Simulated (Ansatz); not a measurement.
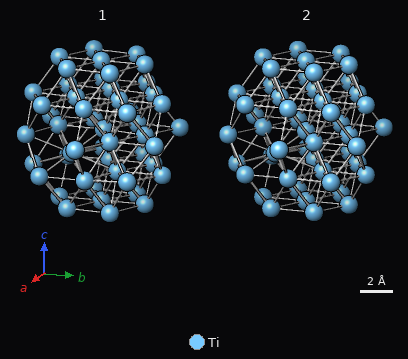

Two geometries of a defect cell of composition Ti (started half-way along a vacancy jump, in the symmetry of that start), drawn at one scale. One is the start of a relaxation, the other its converged end. A ball-and-stick model of the atoms within 5.8 Å of the atom that moves most (axes of the conventional cell (2 times the calculation's cell) (origin shifted)), seen slightly off an axis. Lengths and directions refer to the drawn axes.

Level of theory: DFT PBE, scalar-relativistic, plane waves, PAW (Ansatz 0.2.0). Settings: plane-wave cutoff 420 eV; k-point mesh 3 × 3 × 4; occupations gaussian; smearing width 0.1 eV; no spin polarisation; atoms relaxed in a fixed cell; force threshold 0.02 eV/Å; at most 60 steps.

Which geometry has the lower energy?

Answer. Structure 1 is the relaxed one. The energy falls by 0.463 eV per cell of the calculation in 5 accepted moves (6 points after the start). The largest force component goes from 0.79 to 0.0048 eV/Å. The line search rejected the trial step at point 4 of the run. The largest moves, 0.18 Å, are those of Ti atoms. The cell doesn't change. Among the contacts that change: Ti–Ti 2.528 → 2.704 Å, Ti–Ti 2.938 → 3.111 Å, Ti–Ti 2.878 → 2.740 Å, Ti–Ti 2.938 → 3.075 Å.
